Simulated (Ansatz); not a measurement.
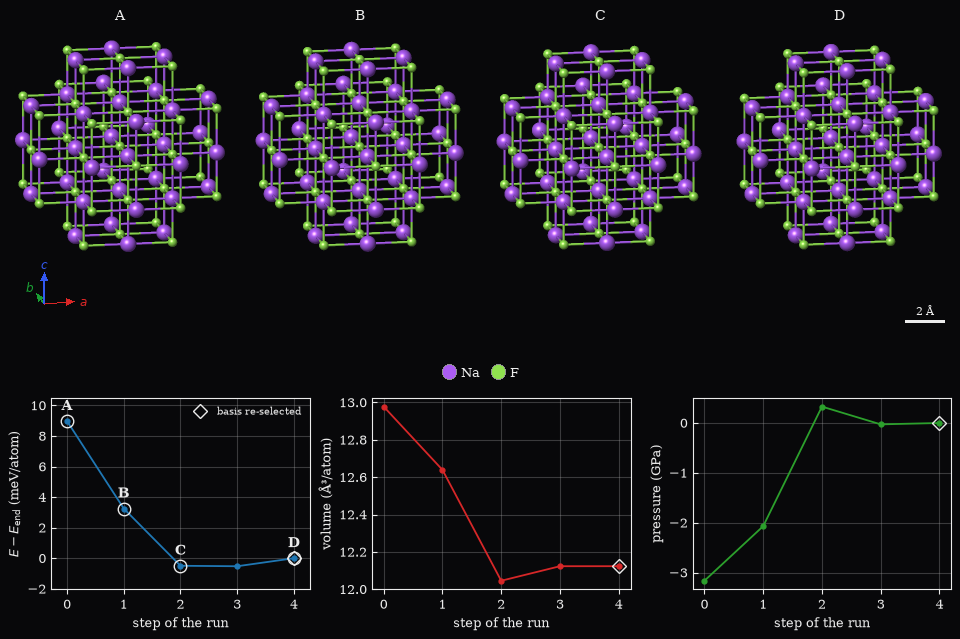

Frames of a relaxation of crystalline NaF (built on the database structure type), marked on the history of the run. The picture is a ball-and-stick view of the conventional cell (4 times the calculation's cell), seen slightly off an axis. Lengths and directions refer to the drawn axes.

Level of theory: DFT, r2SCAN, plane waves, PAW in Ansatz 0.2.0. Settings: plane-wave cutoff 500 eV; k-point mesh 8 × 8 × 8; occupations fermi dirac; smearing width 0.02 eV; no spin polarisation; cell and atoms relaxed; force threshold 0.005 eV/Å.

Q: What happens along the run?

A: The atoms keep their places relative to the cell (all moves are under 0.005 Å). Cell: a = b = c 4.700 → 4.594 Å (−2.2 %). Volume −6.6 %. Among the contacts that change: Na–Na 3.323 → 3.249 Å, F–Na 2.350 → 2.297 Å. The space group stays Fm-3m (No. 225). The energy falls by 9.0 meV per atom in 3 accepted moves (4 points after the start). All forces vanish by symmetry, so only the cell relaxes. The pressure goes from −3.16 to 0.00 GPa. At 1 point the geometry stayed and the basis and grid were re-selected for the new cell (energy shift of 0.5 meV per atom at most each time). From step 0 to 1: volume −2.6 %, energy −5.7 meV per atom. From step 1 to 2: volume −4.7 %, energy −3.7 meV per atom. From step 2 to 4: volume +0.6 %, energy +0.5 meV per atom.

```json
{"step": "0", "E − E(0), meV/atom": "0.00", "pressure, GPa": "-3.16", "volume, Å³/atom": "12.978", "note": ""}
{"step": "1", "E − E(0), meV/atom": "-5.72", "pressure, GPa": "-2.07", "volume, Å³/atom": "12.639", "note": ""}
{"step": "2", "E − E(0), meV/atom": "-9.47", "pressure, GPa": "0.33", "volume, Å³/atom": "12.045", "note": ""}
{"step": "3", "E − E(0), meV/atom": "-9.50", "pressure, GPa": "-0.03", "volume, Å³/atom": "12.123", "note": ""}
{"step": "4", "E − E(0), meV/atom": "-8.97", "pressure, GPa": "0.00", "volume, Å³/atom": "12.123", "note": "same geometry, new basis"}
```
